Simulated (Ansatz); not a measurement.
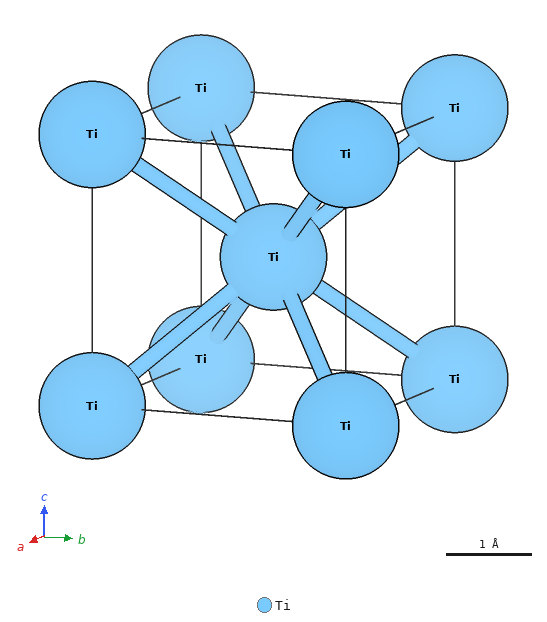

The input geometry (ball-and-stick view of the cell 2 times as large as that of the calculation, set on its symmetry axes, seen slightly off an axis).

**Band-structure calculation of Ti**

The run: band-structure calculation of Ti (1 atom in the cell). Method and program: DFT PBE, spin-orbit coupling, plane waves, PAW (Ansatz 0.2.0).

The structure was built on a prototype by a generator; it need not be a known phase.

**Log**
```
scf.n_extra_bands = 20 over 12 filled bands (N_el = 12.0): the run solves 32 bands
Engine: ansatz 0.2.0, x86_64-unknown-linux-gnu
Pseudopotentials: kind: paw_fr
Pseudopotential: Ti, paw_fr, valence charge 12, recommended cutoff 420 eV (normal), Ti.paw.azcp#standard-fr
Functional definition: PBE
  parameter kappa = 0.804
  parameter beta = 0.06672455060314922
  exchange = pbe_x(kappa = kappa, mu = beta*pi^2/3)
  correlation = pbe_c(beta = beta)
non-collinear run that drives no moment, with spin-orbit: no starting moment large enough to seed its density (crystal.atoms[].spin), no starting occupations that ask for one, no magnetisation constraint and no magnetic field, so the semilocal B_xc is pinned to zero
Crystal: 1 atoms, lattice volume = 17.254 Å³
Basis set: ecut = 600 eV, 603 PW (Γ), exchange–correlation on 54×54×54 points (8 copies of the dense FFT grid, shifted against one another)
Bands: 32, of which v1, the nominal top of the filled ones, is band 12 counted from 1 (11 counted from 0)
Symmetry: 48 space group operations + 48 with time reversal
Magnetic group: BNS 229.141 (UNI 1643), of the structure as read, at distance tolerance 2.6e-5 Å
k-points: 195 of 5832
Projection manifold: j_resolved (fully-relativistic pseudo-atomic orbitals)
Non-local potential: Ti, projectors of the file, l = 0: 3, l = 1: 4, l = 2: 6, l = 3: 2
PAW form: soft (Blöchl's): semilocal exchange-correlation on the pseudo side does not see the compensation charge
PAW one-centre angular grid: Ti, 590 points (default); XC on 96 Gauss nodes
Initial density: read from a saved state, or passed on in memory by an earlier SCF of this step, an earlier step, the calling program or the single point that the run made first
Stability of the state it starts from, as read at its close in the noncollinear treatment: not read negative (Ritz values of 1 − χ₀K, real part plus size of imaginary part, from 0.95 to 1.1, by its mixing steps under the symmetry group of the SCF that read it)
Initial wavefunctions: pseudopotential atomic-orbital guess
Functional: x = pbe(κ = 0.804, μ = 0.2195149727645171), c = pbe(β = 0.06672455060314922)
iter 1 solved again at ethr=1.01e-8 eV; its pass at ethr=3.10e-3 eV (dr2=1.21e-6 eV) is discarded
SCF iter   1: F=—  HF=-2499.628404 eV  |F-HF|=—  |Δ(HF+E_count)|=         —  Δρ=1.90e-6  dr2=4.18e-10  dr2_m=0.00e0 (ungated)  ethr=1.01e-8  |M|=0.00e0 ∫|m|=0.00e0 μB  |m|>n=0.0e0 m-floor=0.0e0 τ_xc=0.0e0  β_m=0.30  ⟨swp⟩=3.4  Hψ=21623  notcnv=0  defer=2
preconditioner: auto → none  [metal: Δε(μ)=0.013 eV  Ē_g=13.327 eV  σ=0.050 eV  W_gap=0.15  n_scr=0 (ndim 8)  ℏωp=17.9 eV  f_vac=0.000  D(μ)=2.22/eV (n_scr^D=42)]
SCF iter   2: F=-2499.628404 eV  HF=-2499.628404 eV  |F-HF|=5.50e-11  |Δ(HF+E_count)|=   7.79e-8  Δρ=7.43e-7  dr2=4.47e-11  dr2_m=0.00e0 (ungated)  ethr=3.49e-12  |M|=0.00e0 ∫|m|=0.00e0 μB  |m|>n=0.0e0 m-floor=0.0e0 τ_xc=0.0e0  ⟨swp⟩=4.5  Hψ=8832  notcnv=0
SCF 1 converged in 2 iterations: F = -2499.628404 eV  dr2 = 4.47e-11
  greatest PAW one-centre occupation: 0.999 electrons in one spin orbital (limit 2), on the Ti atom at site 0 (counted from 0), in its partial waves of l = 0
NSCF: frozen V_eff on 62 k-points
NSCF: frozen V_eff on 560 k-points
SCF converged after 2 iterations
Magnetization: |M| = 0.0000 μB,  M = (+0.0000, +0.0000, +0.0000) μB
Absolute magnetization: 0.0000 μB (∫|m|)
  site 0: m = (+0.0000, +0.0000, +0.0000) μB, |m| = 0.0000 μB  (R = 1.16 Å)
Free energy (F): -2499.628404 eV
Harris-Foulkes:  -2499.628404 eV  (|F-HF|=5.50e-11)
Internal energy: -2499.625632 eV  (E = F + TS)
E sigma→0 (E₀):  -2499.627018 eV
Entropy (-TS):   -0.002773 eV (-2.773 meV/atom)
Fermi energy:    13.228267 eV
--- Per-component energies (eV) ---
  E_band       = -155.460235
  E_kinetic    = 272.802739
  E_local      = -809.684000  (includes V_loc(G=0)·N_el)
  E_nonlocal   = 8.400705
  E_hartree    = 333.113636
  E_xc         = -97.471440
  E_vxc        = -121.947625  (∫ρ·V_xc dr)
  E_paw        = -1047.873925  (= ΣΔE_a)
  E_vpaw       = -171.259159  (= ΣTr[D̂ρ^β])
  E_aug_tail   = -0.000000  (compensation charges beyond the density's cutoff)
  E_ewald      = -1158.913346
  E_smearing   = -0.002773  (= −TS)
  E_closure    = 0.000000  (closes the sum)
  Σ components = -2499.628404   (vs F -2499.628404, Δ=0.00e0)
--- Forces (eV/Å), atoms counted from 1 ---
  atom   1  Ti     0.00000000    -0.00000000     0.00000000
  max |Σ_I F_I| component: 3.37e-29 eV/Å
--- Stress (GPa, compression-positive) ---
        0.000298      -0.000000      -0.000000
       -0.000000       0.000298      -0.000000
        0.000000      -0.000000       0.000298
  P = ⅓ Tr σ = 0.0003 GPa (0.003 kbar)
--- Band table (eV; the first three rows and the last of 195) ---
  k-point 0: bands = ["-43.2518", "-43.2518", "-19.5656", "-19.5656", "-18.8960", "-18.8960", "-18.8960", "-18.8960", "7.2861", "7.2861", "14.2133", "14.2133", "14.2133", "14.2133", "14.2409", "14.2409", "15.9987", "15.9987", "15.9987", "15.9987", "30.6921", "30.6921", "30.6923", "30.6923", "30.6923", "30.6923", "36.6266", "36.6266", "36.6266", "36.6266", "40.1021", "40.1021"]
  k-point 1: bands = ["-43.2478", "-43.2478", "-19.5749", "-19.5749", "-18.9121", "-18.9121", "-18.8991", "-18.8991", "7.3925", "7.3925", "14.1710", "14.1710", "14.2099", "14.2099", "14.3020", "14.3020", "15.9403", "15.9403", "16.0015", "16.0015", "30.5256", "30.5256", "30.6827", "30.6827", "30.7918", "30.7918", "36.1986", "36.1986", "36.7910", "36.7910", "38.7430", "38.7430"]
  k-point 2: bands = ["-43.2361", "-43.2361", "-19.6027", "-19.6027", "-18.9571", "-18.9571", "-18.9079", "-18.9079", "7.7041", "7.7041", "14.0344", "14.0344", "14.1521", "14.1521", "14.5294", "14.5294", "15.8066", "15.8066", "16.0122", "16.0122", "29.9997", "29.9997", "30.5661", "30.5661", "31.0705", "31.0705", "35.5636", "35.5636", "36.8251", "36.8251", "37.2601", "37.2601"]
  k-point 194: bands = ["-43.0206", "-43.0206", "-20.0221", "-20.0221", "-19.3776", "-19.3776", "-19.3776", "-19.3776", "11.0973", "11.0973", "11.0973", "11.0973", "17.1721", "17.1721", "17.1721", "17.1721", "17.2096", "17.2096", "21.5441", "21.5441", "21.6980", "21.6980", "21.6980", "21.6980", "28.0764", "28.0764", "28.0764", "28.0764", "31.0866", "31.0866", "40.8680", "40.8680"]
--- Löwdin populations: 1 site ---
  site symbol       q [e]
     0     Ti     11.8729
  spilling = 0.010591 (of n_electrons = 12.000000)
--- Bader charges: 1 site ---
  site symbol  charge [e]  shift [e]  m_x [muB]  m_y [muB]  m_z [muB]
     0     Ti      0.0000     0.0000     0.0000     0.0000     0.0000
  estimated error of the sums over rays = 4.0e-7 e
```

**File bader_charges.tsv**
```
# site	symbol	x_ang	y_ang	z_ang	partial_charge_e	electrons	volume_ang3	relative_density_drop	shared_charge_e	partial_wave_shift_e	spin_moment_x_mub	spin_moment_y_mub	spin_moment_z_mub
# quadrature_error_electrons = 4.0e-7
0	Ti	0.0000	0.0000	0.0000	0.00000	22.00000	17.25	-	0.00000	0.00000	0.00000	0.00000	0.00000
```

**File populations.tsv**
```
# site	symbol	l	j	q
# orbitals = lowdin
# n_electrons = 12.000000
# spilling = 0.010591
0	Ti	0_3S	0.5	1.923139
0	Ti	0_4S	0.5	0.905889
0	Ti	1_3P	0.5	1.995872
0	Ti	1_3P	1.5	3.991404
0	Ti	2_3D	1.5	1.231461
0	Ti	2_3D	2.5	1.825144
```

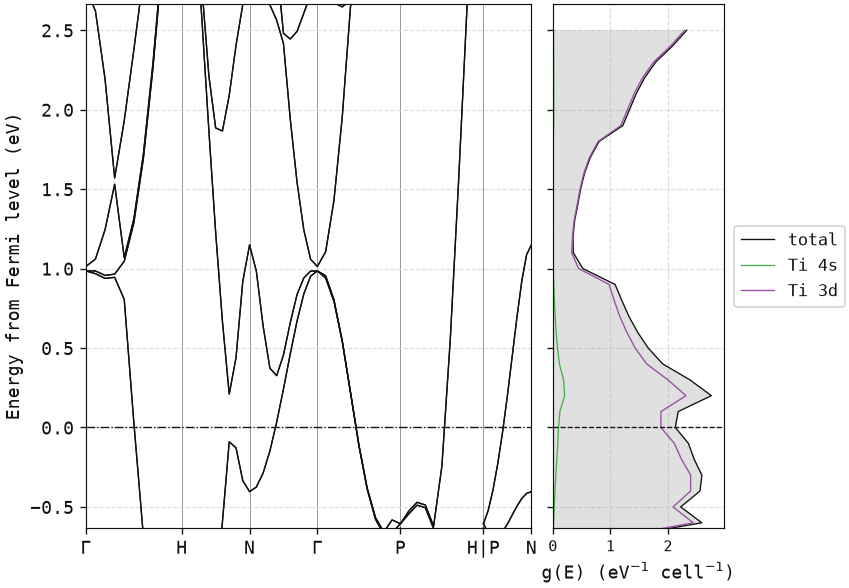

Band structure along Γ–H–N–Γ–P–H|P–N and density of states (projected on Löwdin-orthogonalised atomic shells), with energies from the Fermi level. Bands cross the Fermi level: a metal at this level of theory.

This output came from the following input.

**The input**
```yaml
crystal:
  lattice:
    - [-1.6278457574, 1.6278457574, 1.6278457574]
    - [1.6278457574, -1.6278457574, 1.6278457574]
    - [1.6278457574, 1.6278457574, -1.6278457574]
  atoms:
    - { symbol: Ti, position: [0.0, 0.0, 0.0] }
basis:
  ecutwfc: 600
  ecutrho_ratio: 5
kpoints:
  mp_grid: { grid: [18, 18, 18] }
  band_path:
    path:
      - [[0.0, 0.0, 0.0], [0.5, -0.5, 0.5], [0.0, 0.0, 0.5], [0.0, 0.0, 0.0], [0.25, 0.25, 0.25], [0.5, -0.5, 0.5]]
      - [[0.25, 0.25, 0.25], [0.0, 0.0, 0.5]]
    npoints: 10
hamiltonian:
  xc: pbe
scf:
  occupations: { method: gaussian, width: 0.05 }
  n_extra_bands: 20
output:
  forces: true
  stress: true
  eigenvalues: true
  populations: true
  dos: { projected: true, de: 0.02, nscf_kmesh: { grid: [27, 27, 27] } }
  bader: true
magnetization:
  noncollinear: true
  spin_orbit: true
checkpoint:
  read: start.run
  write: ck
  compress: false
  write_wavefunctions: false
  write_every: 100000
```

**Results in brief**

| quantity | value |
| --- | --- |
| outcome | converged |
| space group (tolerance 0.01 Å) | Im-3m (229) |
| electrons treated | 12 |
| free energy | −2499.6284 eV |
| Fermi energy | 13.228 eV |
| gap on the k-point mesh | none (metallic) |
| net moment of the cell | 0.00 μB |
| integrated absolute moment | 0.00 μB |
| pressure | 0.00 GPa |
| largest force (length of the vector) | under 0.001 eV/Å |
| hardware | 4 threads of an x86-64 CPU, shared host |
| wall time | 11 s (CPU time 43 s) |
| peak memory | 0.87 GiB |
